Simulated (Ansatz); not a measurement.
# Geometry relaxation of MgO (part 1 of 3)

System: MgO (Pm-3m, 2 atoms in the cell).
Method: DFT, PBE, plane waves, PAW, no spin polarisation (Ansatz 0.2.0).

The structure was built on a prototype by a generator. Figures and captions count atoms from 1; the log counts them from 0 in places.

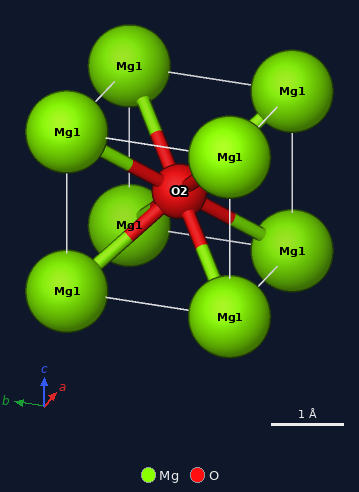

Fig. 1: The input geometry (ball-and-stick view of the cell of the calculation, seen at an oblique angle; atoms are numbered from 1 in the order of the input). Near neighbours in the crystal (not all of them lie inside the picture): Mg has 8 O at 2.12 Å; O has 8 Mg at 2.12 Å.

**Results in brief**

- outcome: converged
- space group (tolerance 0.01 Å): Pm-3m (221)
- electrons treated: 16
- free energy: −2492.6360 eV
- Fermi energy: 10.803 eV
- gap on the k-point mesh: 2.27 eV
- pressure: 0.00 GPa
- final volume: 18.82 Å³
- largest force (length of the vector) at the end: under 0.001 eV/Å
- final cell: a = 2.660 Å, b = 2.660 Å, c = 2.660 Å, α = 90.00°, β = 90.00°, γ = 90.00°
- hardware: 4 threads of Arm Neoverse N1, 98 GiB of memory available, shared host
- wall time: 6.2 s (CPU time 17 s)
- peak memory: 0.33 GiB

**Input file**
```yaml
crystal:
  lattice:
    - [2.450827644, 0.0, 0.0]
    - [0.0, 2.450827644, 0.0]
    - [0.0, 0.0, 2.450827644]
  atoms:
    - { symbol: Mg, position: [0.0, 0.0, 0.0] }
    - { symbol: O, position: [0.5, 0.5, 0.5] }
kpoints:
  mp_grid: { grid: [10, 10, 10] }
hamiltonian:
  xc: pbe
scf:
  occupations: { method: fermi_dirac, width: 0.02 }
relax:
  f_tol: 0.005
  cell: {}
output:
  write_density: true
  write_potential: true
  elf: true
  volumetric_format: npy
```

Command:
```bash
ansatz run input.yaml --threads 4 --pin off --max-ram 7372MiB --backend cpu --events-out ev --progress --plain --runs-dir out
```

**The program's output**
```
Engine: ansatz 0.2.0, aarch64-unknown-linux-gnu
Pseudopotentials: kind: paw
Pseudopotential: Mg, paw, valence charge 10, recommended cutoff 420 eV (normal), Mg.paw.azcp
Pseudopotential: O, paw, valence charge 6, recommended cutoff 420 eV (normal), O.paw.azcp
Functional definition: PBE
  parameter kappa = 0.804
  parameter beta = 0.06672455060314922
  exchange = pbe_x(kappa = kappa, mu = beta*pi^2/3)
  correlation = pbe_c(beta = beta)
Crystal: 2 atoms, lattice volume = 14.721 Å³
Basis set: ecut = 420 eV, 257 PW (Γ), exchange–correlation on 36×36×36 points (8 copies of the dense FFT grid, shifted against one another)
Bands: 12, of which v1, the nominal top of the filled ones, is band 8 counted from 1 (7 counted from 0)
Symmetry: 48 space group operations
Space group: Pm-3m (ITA 221), of the structure as read, at distance tolerance 2.5e-5 Å
k-points: 56 of 1000
Non-local potential: Mg, projectors of the file, l = 0: 3, l = 1: 2, l = 2: 1
Non-local potential: O, projectors of the file, l = 0: 2, l = 1: 2, l = 2: 1
PAW form: soft (Blöchl's): semilocal exchange-correlation on the pseudo side does not see the compensation charge
PAW one-centre angular grid: Mg, 110 points (default); XC on 64 Gauss nodes
PAW one-centre angular grid: O, 110 points (default); XC on 64 Gauss nodes
Initial density: superposition of atomic densities (neutral atoms: chi_scale 0, normalization atom), corrected by the library's trained network
Initial wavefunctions: pseudopotential atomic-orbital guess
Functional: x = pbe(κ = 0.804, μ = 0.2195149727645171), c = pbe(β = 0.06672455060314922)
SCF iter   1: F=—  HF=-2492.052789 eV  |F-HF|=—  |Δ(HF+E_count)|=         —  Δρ=2.69e-3  dr2=6.07e-4  ethr=1.77e-3  ⟨swp⟩=5.9  Hψ=3929  notcnv=0
preconditioner: auto → none  [insulator: Δε(μ)=4.852 eV  Ē_g=20.252 eV  σ=0.020 eV  W_gap=1.00  n_scr=6 (ndim 8)  ℏωp=27.4 eV  f_vac=0.000  D(μ)=0.00/eV (n_scr^D=0)  ε∞_Penn≈2.8]
SCF iter   2: F=—  HF=-2492.053340 eV  |F-HF|=—  |Δ(HF+E_count)|=   5.51e-4  Δρ=1.28e-3  dr2=1.11e-4  ethr=3.79e-6  ⟨swp⟩=2.4  Hψ=1563  notcnv=0
SCF iter   3: F=—  HF=-2492.053443 eV  |F-HF|=—  |Δ(HF+E_count)|=   1.03e-4  Δρ=2.00e-4  dr2=1.98e-6  ethr=6.92e-7  ⟨swp⟩=2.2  Hψ=1003  notcnv=0
SCF iter   4: F=—  HF=-2492.053352 eV  |F-HF|=—  |Δ(HF+E_count)|=   9.08e-5  Δρ=4.51e-5  dr2=1.34e-7  ethr=1.23e-8  ⟨swp⟩=2.0  Hψ=1120  notcnv=0
iter 5 did not close the SCF: its close was put off for the readings that it lacked (scf_convergence_deferred on its scf_iter line)
SCF iter   5: F=-2492.053352 eV  HF=-2492.053352 eV  |F-HF|=2.30e-8  |Δ(HF+E_count)|=   5.37e-8  Δρ=1.79e-5  dr2=3.13e-8  ethr=8.39e-10  ⟨swp⟩=2.0  Hψ=1118  notcnv=0
SCF iter   6: F=-2492.053352 eV  HF=-2492.053352 eV  |F-HF|=4.84e-10  |Δ(HF+E_count)|=   6.83e-9  Δρ=4.96e-6  dr2=1.72e-9  ethr=1.96e-10  ⟨swp⟩=5.0  Hψ=3420  notcnv=0
SCF 1 converged in 6 iterations: F = -2492.053352 eV  dr2 = 1.72e-9
  greatest PAW one-centre occupation: 1.000 electrons in one spin orbital (limit 2), on the Mg atom at site 0 (counted from 0), in its partial waves of l = 0
relax step   1: F+E_penalty+E_count = -2492.05335227 eV  Δ(F+E_penalty+E_count) = +0.000e0 eV  max|allowed force component| = 8.940e-30 eV/Å  Δτ_max = 0.0000 Å  P = +56.188 GPa  Ω = 14.721 Å³  (6 SCF iters, dr2 threshold 1.00e-7 eV, accepted)
Crystal: 2 atoms, lattice volume = 15.865 Å³
Basis set: ecut = 420 eV, 305 PW (Γ), exchange–correlation on 36×36×36 points (8 copies of the dense FFT grid, shifted against one another)
Initial density: handed on by an earlier stage of this run
Initial wavefunctions: those handed on with the density
iter 1 solved again at ethr=1.08e-4 eV; its pass at ethr=3.10e-3 eV (dr2=1.73e-2 eV) is discarded
SCF iter   1: F=—  HF=-2492.365983 eV  |F-HF|=—  |Δ(HF+E_count)|=         —  Δρ=1.20e-2  dr2=1.72e-2  ethr=1.08e-4  ⟨swp⟩=1.0  Hψ=4906  notcnv=0
preconditioner: auto → none  [insulator: Δε(μ)=3.878 eV  Ē_g=19.244 eV  σ=0.020 eV  W_gap=1.00  n_scr=6 (ndim 8)  ℏωp=26.4 eV  f_vac=0.000  D(μ)=0.00/eV (n_scr^D=0)  ε∞_Penn≈2.9]
SCF iter   2: F=—  HF=-2492.361567 eV  |F-HF|=—  |Δ(HF+E_count)|=   4.42e-3  Δρ=4.77e-3  dr2=2.10e-3  ethr=1.08e-4  ⟨swp⟩=2.3  Hψ=1138  notcnv=0
SCF iter   3: F=—  HF=-2492.360872 eV  |F-HF|=—  |Δ(HF+E_count)|=   6.95e-4  Δρ=1.19e-3  dr2=8.45e-5  ethr=1.31e-5  ⟨swp⟩=2.0  Hψ=1038  notcnv=0
SCF iter   4: F=—  HF=-2492.360751 eV  |F-HF|=—  |Δ(HF+E_count)|=   1.21e-4  Δρ=2.03e-4  dr2=2.70e-6  ethr=5.28e-7  ⟨swp⟩=2.0  Hψ=1174  notcnv=0
SCF iter   5: F=-2492.360753 eV  HF=-2492.360753 eV  |F-HF|=4.63e-8  |Δ(HF+E_count)|=   2.44e-6  Δρ=2.68e-5  dr2=5.21e-8  ethr=1.25e-9  ⟨swp⟩=8.0  Hψ=3934  notcnv=0
SCF 2 converged in 5 iterations: F = -2492.360753 eV  dr2 = 5.21e-8
  Residual-converged pass: ⟨swp⟩=1.0  Hψ=896  notcnv=0  max |occ|·‖R‖ = 7.0e-9 eV (tolerance 1.0e-8 eV)  dr2=5.21e-8  dr2_onsite=7.16e-9  max |Δocc| = 0.0e0
relax step   2: F+E_penalty+E_count = -2492.36075330 eV  Δ(F+E_penalty+E_count) = -3.074e-1 eV  max|allowed force component| = 2.358e-30 eV/Å  Δτ_max = 0.0000 Å  P = +32.574 GPa  Ω = 15.865 Å³  energy of the carried Pulay correction = -5.219e-3 eV  (5 SCF iters, dr2 threshold 2.00e-7 eV, accepted)
Crystal: 2 atoms, lattice volume = 17.766 Å³
Basis set: ecut = 420 eV, 365 PW (Γ), exchange–correlation on 36×36×36 points (8 copies of the dense FFT grid, shifted against one another)
iter 1 solved again at ethr=1.86e-4 eV; its pass at ethr=3.10e-3 eV (dr2=2.97e-2 eV) is discarded
SCF iter   1: F=—  HF=-2492.576077 eV  |F-HF|=—  |Δ(HF+E_count)|=         —  Δρ=1.50e-2  dr2=2.95e-2  ethr=1.86e-4  ⟨swp⟩=1.0  Hψ=4940  notcnv=0
preconditioner: auto → none  [insulator: Δε(μ)=2.698 eV  Ē_g=17.897 eV  σ=0.020 eV  W_gap=1.00  n_scr=6 (ndim 8)  ℏωp=24.9 eV  f_vac=0.000  D(μ)=0.00/eV (n_scr^D=0)  ε∞_Penn≈2.9]
SCF iter   2: F=—  HF=-2492.568805 eV  |F-HF|=—  |Δ(HF+E_count)|=   7.27e-3  Δρ=5.05e-3  dr2=3.88e-3  ethr=1.85e-4  ⟨swp⟩=2.0  Hψ=992  notcnv=0
SCF iter   3: F=—  HF=-2492.568193 eV  |F-HF|=—  |Δ(HF+E_count)|=   6.12e-4  Δρ=8.94e-4  dr2=1.14e-4  ethr=2.42e-5  ⟨swp⟩=2.1  Hψ=1072  notcnv=0
SCF iter   4: F=—  HF=-2492.568073 eV  |F-HF|=—  |Δ(HF+E_count)|=   1.21e-4  Δρ=4.46e-5  dr2=4.35e-7  ethr=7.10e-7  ⟨swp⟩=2.0  Hψ=906  notcnv=0
iter 5 did not close the SCF: its close was put off for the readings that it lacked (scf_convergence_deferred on its scf_iter line)
SCF iter   5: F=-2492.568072 eV  HF=-2492.568072 eV  |F-HF|=2.75e-8  |Δ(HF+E_count)|=   2.62e-7  Δρ=1.97e-5  dr2=2.93e-8  ethr=2.72e-9  ⟨swp⟩=2.1  Hψ=1114  notcnv=0
SCF iter   6: F=-2492.568072 eV  HF=-2492.568072 eV  |F-HF|=2.27e-12  |Δ(HF+E_count)|=   1.37e-8  Δρ=1.30e-6  dr2=1.06e-10  ethr=1.83e-10  ⟨swp⟩=4.9  Hψ=3598  notcnv=0
SCF 3 converged in 6 iterations: F = -2492.568072 eV  dr2 = 1.06e-10
relax step   3: F+E_penalty+E_count = -2492.56807241 eV  Δ(F+E_penalty+E_count) = -2.073e-1 eV  max|allowed force component| = 8.546e-31 eV/Å  Δτ_max = 0.0000 Å  P = +5.706 GPa  Ω = 17.766 Å³  energy of the carried Pulay correction = -1.308e-2 eV  (6 SCF iters, dr2 threshold 2.00e-7 eV, accepted)
Crystal: 2 atoms, lattice volume = 18.366 Å³
iter 1 solved again at ethr=1.15e-5 eV; its pass at ethr=3.10e-3 eV (dr2=1.84e-3 eV) is discarded
SCF iter   1: F=—  HF=-2492.575571 eV  |F-HF|=—  |Δ(HF+E_count)|=         —  Δρ=3.76e-3  dr2=1.76e-3  ethr=1.15e-5  ⟨swp⟩=1.0  Hψ=4844  notcnv=0
preconditioner: auto → none  [insulator: Δε(μ)=2.463 eV  Ē_g=17.578 eV  σ=0.020 eV  W_gap=1.00  n_scr=6 (ndim 8)  ℏωp=24.5 eV  f_vac=0.000  D(μ)=0.00/eV (n_scr^D=0)  ε∞_Penn≈2.9]
SCF iter   2: F=—  HF=-2492.575133 eV  |F-HF|=—  |Δ(HF+E_count)|=   4.38e-4  Δρ=1.31e-3  dr2=2.37e-4  ethr=1.10e-5  ⟨swp⟩=2.3  Hψ=1014  notcnv=0
SCF iter   3: F=—  HF=-2492.575110 eV  |F-HF|=—  |Δ(HF+E_count)|=   2.33e-5  Δρ=2.35e-4  dr2=7.71e-6  ethr=1.48e-6  ⟨swp⟩=2.0  Hψ=886  notcnv=0
SCF iter   4: F=—  HF=-2492.575003 eV  |F-HF|=—  |Δ(HF+E_count)|=   1.07e-4  Δρ=2.11e-5  dr2=1.14e-7  ethr=1.25e-9  ⟨swp⟩=6.2  Hψ=3889  notcnv=0
iter 5 did not close the SCF: its close was put off for the readings that it lacked (scf_convergence_deferred on its scf_iter line)
SCF iter   5: F=-2492.575003 eV  HF=-2492.575003 eV  |F-HF|=3.21e-9  |Δ(HF+E_count)|=   4.06e-8  Δρ=7.48e-6  dr2=4.26e-9  ethr=7.12e-10  ⟨swp⟩=2.1  Hψ=992  notcnv=0
SCF iter   6: F=-2492.575003 eV  HF=-2492.575003 eV  |F-HF|=1.10e-10  |Δ(HF+E_count)|=   1.17e-9  Δρ=1.28e-6  dr2=1.42e-10  ethr=2.66e-11  ⟨swp⟩=4.3  Hψ=3266  notcnv=0
SCF 4 converged in 6 iterations: F = -2492.575003 eV  dr2 = 1.42e-10
relax step   4: F+E_penalty+E_count = -2492.57500317 eV  Δ(F+E_penalty+E_count) = -6.931e-3 eV  max|allowed force component| = 2.317e-30 eV/Å  Δτ_max = 0.0000 Å  P = -0.643 GPa  Ω = 18.366 Å³  energy of the carried Pulay correction = -1.537e-2 eV  (6 SCF iters, dr2 threshold 2.00e-7 eV, accepted)
Crystal: 2 atoms, lattice volume = 18.301 Å³
iter 1 solved again at ethr=1.11e-7 eV; its pass at ethr=3.10e-3 eV (dr2=1.78e-5 eV) is discarded
SCF iter   1: F=—  HF=-2492.575492 eV  |F-HF|=—  |Δ(HF+E_count)|=         —  Δρ=3.93e-4  dr2=1.89e-5  ethr=1.11e-7  ⟨swp⟩=2.6  Hψ=4683  notcnv=0
preconditioner: auto → none  [insulator: Δε(μ)=2.514 eV  Ē_g=17.631 eV  σ=0.020 eV  W_gap=1.00  n_scr=6 (ndim 8)  ℏωp=24.6 eV  f_vac=0.000  D(μ)=0.00/eV (n_scr^D=0)  ε∞_Penn≈2.9]
SCF iter   2: F=—  HF=-2492.575374 eV  |F-HF|=—  |Δ(HF+E_count)|=   1.18e-4  Δρ=1.29e-4  dr2=2.21e-6  ethr=1.11e-7  ⟨swp⟩=2.2  Hψ=825  notcnv=0
iter 3 did not close the SCF: its close was put off for the readings that it lacked (scf_convergence_deferred on its scf_iter line)
SCF iter   3: F=-2492.575374 eV  HF=-2492.575374 eV  |F-HF|=1.18e-9  |Δ(HF+E_count)|=   1.76e-7  Δρ=2.65e-5  dr2=1.02e-7  ethr=1.38e-8  ⟨swp⟩=2.0  Hψ=871  notcnv=0
iter 4 did not close the SCF: its close was put off for the readings that it lacked (scf_convergence_deferred on its scf_iter line)
SCF iter   4: F=-2492.575374 eV  HF=-2492.575374 eV  |F-HF|=3.69e-10  |Δ(HF+E_count)|=   2.50e-8  Δρ=2.58e-6  dr2=5.36e-10  ethr=6.36e-10  ⟨swp⟩=2.0  Hψ=885  notcnv=0
iter 5 did not close the SCF: its close was put off for the readings that it lacked (scf_convergence_deferred on its scf_iter line)
SCF iter   5: F=-2492.575374 eV  HF=-2492.575374 eV  |F-HF|=4.55e-13  |Δ(HF+E_count)|=  1.47e-10  Δρ=1.44e-7  dr2=1.61e-12  ethr=3.35e-12  ⟨swp⟩=2.0  Hψ=896  notcnv=0
SCF iter   6: F=-2492.575374 eV  HF=-2492.575374 eV  |F-HF|=0.00e0  |Δ(HF+E_count)|=  4.55e-13  Δρ=2.04e-8  dr2=5.76e-14  ethr=1.00e-12  ⟨swp⟩=3.6  Hψ=2520  notcnv=0
SCF 5 converged in 6 iterations: F = -2492.575374 eV  dr2 = 5.76e-14
relax step   5: F+E_penalty+E_count = -2492.57537417 eV  Δ(F+E_penalty+E_count) = -3.710e-4 eV  max|allowed force component| = 8.152e-30 eV/Å  Δτ_max = 0.0000 Å  P = +0.000 GPa  Ω = 18.301 Å³  energy of the carried Pulay correction = -1.513e-2 eV  (6 SCF iters, dr2 threshold 2.00e-7 eV, accepted)
Initial wavefunctions: pseudopotential atomic-orbital guess (no wavefunctions were taken with the density)
iter 1 solved again at ethr=5.32e-6 eV; its pass at ethr=3.10e-3 eV (dr2=8.52e-4 eV) is discarded
SCF iter   1: F=—  HF=-2492.629291 eV  |F-HF|=—  |Δ(HF+E_count)|=         —  Δρ=3.89e-3  dr2=5.10e-4  ethr=5.32e-6  ⟨swp⟩=2.0  Hψ=5318  notcnv=0
preconditioner: auto → none  [insulator: Δε(μ)=2.523 eV  Ē_g=17.632 eV  σ=0.020 eV  W_gap=1.00  n_scr=6 (ndim 8)  ℏωp=24.6 eV  f_vac=0.000  D(μ)=0.00/eV (n_scr^D=0)  ε∞_Penn≈2.9]
SCF iter   2: F=—  HF=-2492.629569 eV  |F-HF|=—  |Δ(HF+E_count)|=   2.79e-4  Δρ=1.66e-3  dr2=6.44e-5  ethr=3.19e-6  ⟨swp⟩=2.0  Hψ=1048  notcnv=0
SCF iter   3: F=—  HF=-2492.629632 eV  |F-HF|=—  |Δ(HF+E_count)|=   6.22e-5  Δρ=2.87e-4  dr2=2.35e-6  ethr=4.02e-7  ⟨swp⟩=2.0  Hψ=896  notcnv=0
SCF iter   4: F=—  HF=-2492.629637 eV  |F-HF|=—  |Δ(HF+E_count)|=   5.26e-6  Δρ=1.29e-5  dr2=1.89e-8  ethr=1.47e-8  ⟨swp⟩=2.0  Hψ=896  notcnv=0
SCF iter   5: F=—  HF=-2492.629637 eV  |F-HF|=—  |Δ(HF+E_count)|=   4.95e-7  Δρ=2.48e-6  dr2=4.00e-10  ethr=1.18e-10  ⟨swp⟩=2.0  Hψ=904  notcnv=0
SCF iter   6: F=-2492.629637 eV  HF=-2492.629637 eV  |F-HF|=9.09e-13  |Δ(HF+E_count)|=  2.24e-10  Δρ=2.00e-7  dr2=5.13e-12  ethr=1.00e-12  ⟨swp⟩=5.8  Hψ=2754  notcnv=0
SCF 6 converged in 6 iterations: F = -2492.629637 eV  dr2 = 5.13e-12
relax step   6: F+E_penalty+E_count = -2492.62963729 eV  Δ(F+E_penalty+E_count) = -5.426e-2 eV  max|allowed force component| = 1.795e-29 eV/Å  Δτ_max = 0.0000 Å  P = +4.075 GPa  Ω = 18.301 Å³  stress off target by 4.08e0 GPa  SCF on the basis re-selected at this cell (its energy is not comparable with the rows above)  (6 SCF iters)
basis re-selected at this cell: Δ(F+E_penalty+E_count) = -5.426e-2 eV, ΔP = +4.075 GPa vs the last step (what re-selecting the basis moved, of the pressure what is left beyond the Pulay correction that the steps carried, after the strain that the cell walked since its last selection, with what the two solves' SCF thresholds leave and, on support functions, any second-order correction that the steps lacked; it is no measure of the basis error at this ecutwfc). This SCF's stress stands 4.08e0 GPa from its target on what of the cell is left free (relax.cell.stress_tol is 5.00e-2 GPa) and its largest allowed force component is 1.79e-29 eV/Å (relax.f_tol is 5.00e-3 eV/Å): not within both, so this SCF does not close the relaxation
Crystal: 2 atoms, lattice volume = 18.709 Å³
iter 1 solved again at ethr=4.01e-6 eV; its pass at ethr=3.10e-3 eV (dr2=6.41e-4 eV) is discarded
SCF iter   1: F=—  HF=-2492.634030 eV  |F-HF|=—  |Δ(HF+E_count)|=         —  Δρ=2.13e-3  dr2=6.08e-4  ethr=4.01e-6  ⟨swp⟩=1.0  Hψ=4842  notcnv=0
preconditioner: auto → none  [insulator: Δε(μ)=2.310 eV  Ē_g=17.374 eV  σ=0.020 eV  W_gap=1.00  n_scr=6 (ndim 8)  ℏωp=24.3 eV  f_vac=0.000  D(μ)=0.00/eV (n_scr^D=0)  ε∞_Penn≈3.0]
SCF iter   2: F=—  HF=-2492.633882 eV  |F-HF|=—  |Δ(HF+E_count)|=   1.48e-4  Δρ=7.70e-4  dr2=8.84e-5  ethr=3.80e-6  ⟨swp⟩=2.4  Hψ=840  notcnv=0
SCF iter   3: F=—  HF=-2492.633819 eV  |F-HF|=—  |Δ(HF+E_count)|=   6.26e-5  Δρ=1.46e-4  dr2=3.35e-6  ethr=5.52e-7  ⟨swp⟩=2.0  Hψ=881  notcnv=0
iter 4 did not close the SCF: its close was put off for the readings that it lacked (scf_convergence_deferred on its scf_iter line)
SCF iter   4: F=-2492.633820 eV  HF=-2492.633820 eV  |F-HF|=5.67e-9  |Δ(HF+E_count)|=   6.06e-7  Δρ=9.92e-6  dr2=9.96e-9  ethr=2.10e-8  ⟨swp⟩=2.0  Hψ=858  notcnv=0
iter 5 did not close the SCF: its close was put off for the readings that it lacked (scf_convergence_deferred on its scf_iter line)
SCF iter   5: F=-2492.633820 eV  HF=-2492.633820 eV  |F-HF|=7.87e-11  |Δ(HF+E_count)|=   3.68e-9  Δρ=1.23e-6  dr2=1.28e-10  ethr=6.22e-11  ⟨swp⟩=2.1  Hψ=924  notcnv=0
SCF iter   6: F=-2492.633820 eV  HF=-2492.633820 eV  |F-HF|=9.09e-13  |Δ(HF+E_count)|=  7.73e-12  Δρ=1.96e-7  dr2=3.47e-12  ethr=1.00e-12  ⟨swp⟩=3.8  Hψ=2987  notcnv=0
SCF 7 converged in 6 iterations: F = -2492.633820 eV  dr2 = 3.47e-12
relax step   7: F+E_penalty+E_count = -2492.63381978 eV  Δ(F+E_penalty+E_count) = -4.182e-3 eV  max|allowed force component| = 2.104e-30 eV/Å  Δτ_max = 0.0000 Å  P = +0.769 GPa  Ω = 18.709 Å³  energy of the carried Pulay correction = -1.912e-3 eV  (6 SCF iters, dr2 threshold 2.00e-7 eV, accepted)
Crystal: 2 atoms, lattice volume = 18.805 Å³
iter 1 solved again at ethr=1.92e-7 eV; its pass at ethr=3.10e-3 eV (dr2=3.07e-5 eV) is discarded
SCF iter   1: F=—  HF=-2492.633622 eV  |F-HF|=—  |Δ(HF+E_count)|=         —  Δρ=4.69e-4  dr2=2.91e-5  ethr=1.92e-7  ⟨swp⟩=2.6  Hψ=4691  notcnv=0
preconditioner: auto → none  [insulator: Δε(μ)=2.273 eV  Ē_g=17.324 eV  σ=0.020 eV  W_gap=1.00  n_scr=6 (ndim 8)  ℏωp=24.2 eV  f_vac=0.000  D(μ)=0.00/eV (n_scr^D=0)  ε∞_Penn≈3.0]
SCF iter   2: F=—  HF=-2492.633567 eV  |F-HF|=—  |Δ(HF+E_count)|=   5.46e-5  Δρ=1.77e-4  dr2=4.60e-6  ethr=1.82e-7  ⟨swp⟩=2.4  Hψ=851  notcnv=0
iter 3 did not close the SCF: its close was put off for the readings that it lacked (scf_convergence_deferred on its scf_iter line)
SCF iter   3: F=-2492.633567 eV  HF=-2492.633567 eV  |F-HF|=2.72e-9  |Δ(HF+E_count)|=   3.99e-7  Δρ=3.06e-5  dr2=1.42e-7  ethr=2.88e-8  ⟨swp⟩=2.0  Hψ=849  notcnv=0
iter 4 did not close the SCF: its close was put off for the readings that it lacked (scf_convergence_deferred on its scf_iter line)
SCF iter   4: F=-2492.633567 eV  HF=-2492.633567 eV  |F-HF|=2.06e-9  |Δ(HF+E_count)|=   3.04e-8  Δρ=3.31e-6  dr2=2.97e-9  ethr=8.85e-10  ⟨swp⟩=2.1  Hψ=843  notcnv=0
iter 5 did not close the SCF: its close was put off for the readings that it lacked (scf_convergence_deferred on its scf_iter line)
SCF iter   5: F=-2492.633567 eV  HF=-2492.633567 eV  |F-HF|=4.59e-11  |Δ(HF+E_count)|=  8.67e-10  Δρ=9.92e-7  dr2=8.21e-11  ethr=1.86e-11  ⟨swp⟩=2.5  Hψ=996  notcnv=0
SCF iter   6: F=-2492.633567 eV  HF=-2492.633567 eV  |F-HF|=0.00e0  |Δ(HF+E_count)|=  1.64e-11  Δρ=1.07e-7  dr2=1.03e-12  ethr=1.00e-12  ⟨swp⟩=3.7  Hψ=2707  notcnv=0
SCF 8 converged in 6 iterations: F = -2492.633567 eV  dr2 = 1.03e-12
relax step   8: F+E_penalty+E_count = -2492.63356701 eV  Δ(F+E_penalty+E_count) = +2.528e-4 eV  max|allowed force component| = 1.389e-30 eV/Å  Δτ_max = 0.0000 Å  P = +0.048 GPa  Ω = 18.805 Å³  energy of the carried Pulay correction = -2.406e-3 eV  (6 SCF iters, dr2 threshold 2.00e-7 eV, accepted)
iter 1 solved again at ethr=7.58e-7 eV; its pass at ethr=3.10e-3 eV (dr2=1.21e-4 eV) is discarded
```
